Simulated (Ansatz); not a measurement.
# C3H5O2 (charge −1): geometry relaxation (part 2 of 2)

C3H5O2, charge −1; RKS PBE0-D4/def2-TZVPPD (Ansatz 0.2.0). 

Geometry of the input (Å):
```
C  -1.9274  -0.1290  -0.2756
C  -0.7538  0.7892  0.0853
C  0.5990  -0.0018  0.0763
O  0.9410  -0.5206  1.1801
O  1.1862  -0.0675  -1.0444
H  -1.7696  -0.5720  -1.2798
H  -2.0015  -0.9616  0.4536
H  -2.9029  0.4048  -0.2853
H  -0.6902  1.6183  -0.6508
H  -0.9122  1.2227  1.0951
```

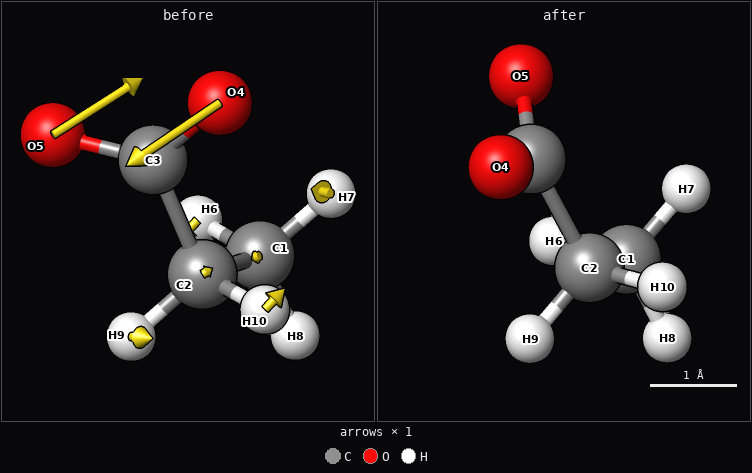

Before (left) and after (right) the relaxation, at one scale (ball-and-stick view, seen at a tilt). The yellow arrows give the displacements, at true length. The energy falls by 0.082 eV in 54 geometry steps. The largest force component goes from 1.1 to 0.0013 eV/Å. The line search rejected the trial steps at points 2, 12, 15, 21, 26, 28, 30, 37 and more (counted from 0) and went back. The atom that moves furthest after the best rigid fit is O4 (1.43 Å). By element the largest moves are O 1.43 Å, H 0.40 Å, C 0.16 Å. Distances before and after: C3–O4 1.267 → 1.249 Å, C1–H6 1.109 → 1.092 Å, C1–C2 1.533 → 1.517 Å, C1–H8 1.112 → 1.097 Å. Among the angles that change: C1–C2–C3 110.9° → 115.2°, H9–C2–H10 108.6° → 105.5°. (Atoms are counted from 1 in the order of the input.)

```
mean field -7283.05420151 eV, -267.6473052739 hartree, gradient 2.1e-5 eV, S^2 0.000000; 1 other end points of the search recorded, 0 dependent functions left out
the calculation of the forces begins
reference -7283.05424141 eV, -267.6473067404 hartree; 20, 20 occupied and 256, 256 virtual orbitals, 1185 factors
Total energy: -7283.21495014 eV, -267.6532126771 hartree
Atom 0 at    -1.925950    -0.060604    -0.445727 Å, force    -0.000129     0.000020    -0.000217 eV/Å
Atom 1 at    -0.783536     0.672631     0.231576 Å, force    -0.000101    -0.000146    -0.000161 eV/Å
Atom 2 at     0.602497    -0.024935     0.130130 Å, force     0.001274    -0.000595     0.000636 eV/Å
Atom 3 at     1.536136     0.590954     0.686410 Å, force    -0.000617    -0.000171    -0.000519 eV/Å
Atom 4 at     0.637911    -1.110622    -0.486074 Å, force    -0.000365     0.000846     0.000190 eV/Å
Atom 5 at    -1.719115    -0.196023    -1.509354 Å, force    -0.000027    -0.000102     0.000113 eV/Å
Atom 6 at    -2.042354    -1.061925    -0.026064 Å, force     0.000003     0.000119    -0.000075 eV/Å
Atom 7 at    -2.878028     0.475117    -0.340766 Å, force    -0.000061     0.000023    -0.000001 eV/Å
Atom 8 at    -0.667075     1.680110    -0.183115 Å, force    -0.000098     0.000012     0.000034 eV/Å
Atom 9 at    -0.992065     0.817807     1.297464 Å, force     0.000121    -0.000007    -0.000002 eV/Å
Dipole moment:    -1.077680     0.283304    -0.071652 e Å
```

Trajectory as extended XYZ (Å, eV, eV/Å), 10 of the 55 frames kept, from step=1 to step=55:
```
10
Properties=species:S:1:pos:R:3:forces:R:3 step=1 energy=-7283.13269
C    -1.9274   -0.1290   -0.2756   -0.0891  -0.1725  -0.0443
C    -0.7538    0.7892    0.0853    0.0839   0.2100   0.0579
C     0.5990   -0.0018    0.0763    0.4863  -0.3841  -0.0307
O     0.9410   -0.5206    1.1801   -0.3555   0.5192  -1.0550
O     1.1862   -0.0675   -1.0444   -0.5853   0.0784   1.0712
H    -1.7696   -0.5720   -1.2798   -0.0696   0.1968   0.4500
H    -2.0015   -0.9616    0.4536    0.0368   0.3768  -0.3316
H    -2.9029    0.4048   -0.2853    0.4483  -0.2224   0.0101
H    -0.6902    1.6183   -0.6508   -0.0240  -0.3883   0.3283
H    -0.9122    1.2227    1.0951    0.0681  -0.2141  -0.4560
10
Properties=species:S:1:pos:R:3:forces:R:3 step=7 energy=-7283.18060
C    -1.9134   -0.1265   -0.2784    0.0001   0.0002   0.0003
C    -0.7541    0.7886    0.0910    0.0021  -0.0013  -0.0001
C     0.5811   -0.0014    0.0757    0.0025   0.0029   0.0005
O     0.9375   -0.4861    1.1713    0.0015   0.0001  -0.0017
O     1.1355   -0.0966   -1.0409   -0.0057  -0.0049   0.0014
H    -1.7507   -0.5570   -1.2701    0.0027   0.0007  -0.0008
H    -1.9876   -0.9515    0.4359    0.0015   0.0011  -0.0011
H    -2.8762    0.3980   -0.2891   -0.0002  -0.0001   0.0002
H    -0.6902    1.6091   -0.6306   -0.0010   0.0009   0.0027
H    -0.9135    1.2059    1.0897   -0.0034   0.0005  -0.0013
10
Properties=species:S:1:pos:R:3:forces:R:3 step=13 energy=-7283.15733 accepted=F
C    -1.9114   -0.1131   -0.3285    0.1012  -0.0040   0.0459
C    -0.7655    0.7723    0.1516    0.0593   0.0248  -0.0481
C     0.5817   -0.0005    0.0996    0.3669  -0.7059  -0.3270
O     1.1747   -0.2020    1.1974   -0.4417   0.2699  -1.0768
O     0.8943   -0.3927   -1.0704   -0.0915   0.4326   1.3476
H    -1.6877   -0.4808   -1.3334   -0.0227   0.0177   0.0570
H    -2.0094   -0.9824    0.3307   -0.0313   0.0023  -0.0409
H    -2.8784    0.4048   -0.3424    0.0444   0.0301  -0.0066
H    -0.6711    1.6395   -0.5153   -0.0413  -0.0342   0.0564
H    -0.9587    1.1375    1.1651    0.0566  -0.0334  -0.0075
10
Properties=species:S:1:pos:R:3:forces:R:3 step=19 energy=-7283.19908
C    -1.9240   -0.1052   -0.3542   -0.0194   0.0010  -0.0367
C    -0.7733    0.7293    0.1845   -0.0039  -0.0126  -0.0628
C     0.5940   -0.0050    0.0880    0.0899  -0.0751   0.2655
O     1.3066    0.0423    1.1204   -0.1304  -0.0282  -0.4165
O     0.8283   -0.5591   -1.0105    0.0269   0.1097   0.2225
H    -1.6704   -0.4673   -1.3533    0.0007   0.0188   0.0231
H    -2.0963   -0.9844    0.2752    0.0052   0.0086   0.0031
H    -2.8653    0.4560   -0.4075    0.0189  -0.0026   0.0129
H    -0.6845    1.6475   -0.4101    0.0008   0.0015   0.0071
H    -0.9467    1.0282    1.2220    0.0113  -0.0211  -0.0182
10
Properties=species:S:1:pos:R:3:forces:R:3 step=25 energy=-7283.21195
C    -1.9321   -0.0876   -0.3958   -0.0048   0.0007  -0.0042
C    -0.7797    0.6901    0.2123   -0.0381   0.0195  -0.0027
C     0.6025   -0.0124    0.1049   -0.0141  -0.0009   0.0317
O     1.4372    0.3312    0.9676    0.0438   0.0094   0.0111
O     0.7402   -0.8178   -0.8398   -0.0076  -0.0120  -0.0178
H    -1.6839   -0.3740   -1.4190   -0.0003  -0.0066  -0.0017
H    -2.1106   -1.0144    0.1578    0.0001   0.0025  -0.0091
H    -2.8663    0.4878   -0.3995    0.0048  -0.0033   0.0002
H    -0.6728    1.6556   -0.2985   -0.0002   0.0024  -0.0013
H    -0.9661    0.9239    1.2647    0.0164  -0.0118  -0.0062
10
Properties=species:S:1:pos:R:3:forces:R:3 step=31 energy=-7283.21274 accepted=F
C    -1.9304   -0.0765   -0.4176   -0.0016  -0.0233   0.0170
C    -0.7816    0.6808    0.2226    0.0099   0.0563  -0.0524
C     0.6060   -0.0118    0.1108    0.0398  -0.1967   0.1036
O     1.4882    0.4529    0.8669   -0.0995  -0.0230  -0.1553
O     0.6924   -0.9518   -0.7113    0.0259   0.1781   0.0833
H    -1.6947   -0.3104   -1.4574    0.0021   0.0010   0.0160
H    -2.0932   -1.0327    0.0877    0.0024   0.0059  -0.0176
H    -2.8696    0.4902   -0.3829    0.0097   0.0025   0.0017
H    -0.6754    1.6668   -0.2473    0.0035   0.0024   0.0226
H    -0.9733    0.8751    1.2829    0.0079  -0.0032  -0.0189
10
Properties=species:S:1:pos:R:3:forces:R:3 step=37 energy=-7283.21454
C    -1.9296   -0.0716   -0.4263   -0.0021  -0.0037  -0.0013
C    -0.7825    0.6770    0.2259   -0.0024  -0.0003  -0.0001
C     0.6035   -0.0195    0.1202    0.0218   0.0027  -0.0078
O     1.5043    0.5056    0.8089   -0.0185  -0.0200  -0.0173
O     0.6751   -1.0060   -0.6431    0.0023   0.0185   0.0236
H    -1.7026   -0.2737   -1.4745   -0.0022   0.0005   0.0026
H    -2.0788   -1.0441    0.0498    0.0020   0.0054  -0.0021
H    -2.8724    0.4872   -0.3684    0.0015  -0.0006  -0.0008
H    -0.6686    1.6701   -0.2253   -0.0008  -0.0020   0.0020
H    -0.9800    0.8575    1.2874   -0.0015  -0.0005   0.0013
10
Properties=species:S:1:pos:R:3:forces:R:3 step=43 energy=-7283.21480
C    -1.9280   -0.0663   -0.4360   -0.0001  -0.0003   0.0010
C    -0.7830    0.6743    0.2290    0.0019   0.0000   0.0031
C     0.6039   -0.0217    0.1245   -0.0007  -0.0060  -0.0100
O     1.5213    0.5506    0.7505   -0.0116  -0.0155  -0.0122
O     0.6567   -1.0590   -0.5697    0.0071   0.0232   0.0206
H    -1.7099   -0.2388   -1.4916    0.0006   0.0015   0.0023
H    -2.0637   -1.0521    0.0147   -0.0005  -0.0001  -0.0016
H    -2.8745    0.4837   -0.3571    0.0013  -0.0014   0.0002
H    -0.6686    1.6753   -0.2029    0.0015  -0.0009   0.0004
H    -0.9858    0.8365    1.2932    0.0005  -0.0005  -0.0037
10
Properties=species:S:1:pos:R:3:forces:R:3 step=49 energy=-7283.21490
C    -1.9265   -0.0621   -0.4432   -0.0004  -0.0007  -0.0008
C    -0.7833    0.6730    0.2310   -0.0001   0.0009  -0.0013
C     0.6030   -0.0241    0.1287   -0.0112  -0.0043  -0.0027
O     1.5324    0.5813    0.7033    0.0044  -0.0032  -0.0018
O     0.6424   -1.0980   -0.5078    0.0063   0.0064   0.0049
H    -1.7167   -0.2066   -1.5050   -0.0010  -0.0003   0.0019
H    -2.0479   -1.0598   -0.0159    0.0008   0.0015  -0.0008
H    -2.8771    0.4774   -0.3446    0.0009  -0.0006  -0.0003
H    -0.6674    1.6787   -0.1885    0.0001   0.0004   0.0011
H    -0.9904    0.8229    1.2964    0.0002  -0.0001  -0.0002
10
Properties=species:S:1:pos:R:3:forces:R:3 step=55 energy=-7283.21491
C    -1.9260   -0.0606   -0.4457   -0.0001   0.0000  -0.0002
C    -0.7835    0.6726    0.2316   -0.0001  -0.0001  -0.0002
C     0.6025   -0.0249    0.1301    0.0013  -0.0006   0.0006
O     1.5361    0.5910    0.6864   -0.0006  -0.0002  -0.0005
O     0.6379   -1.1106   -0.4861   -0.0004   0.0008   0.0002
H    -1.7191   -0.1960   -1.5094    0.0000  -0.0001   0.0001
H    -2.0424   -1.0619   -0.0261    0.0000   0.0001  -0.0001
H    -2.8780    0.4751   -0.3408   -0.0001   0.0000   0.0000
H    -0.6671    1.6801   -0.1831   -0.0001   0.0000   0.0000
H    -0.9921    0.8178    1.2975    0.0001   0.0000   0.0000
```

Key numbers:

```csv
quantity,value
outcome,converged
total energy,−7283.2150 eV
mean-field energy,−7283.0542 eV
SCF solution under orbital rotations,stable
largest force (length of the vector) at the end,0.002 eV/Å
wall time,6.1 min (CPU time 34 min)
peak memory,0.82 GiB
```
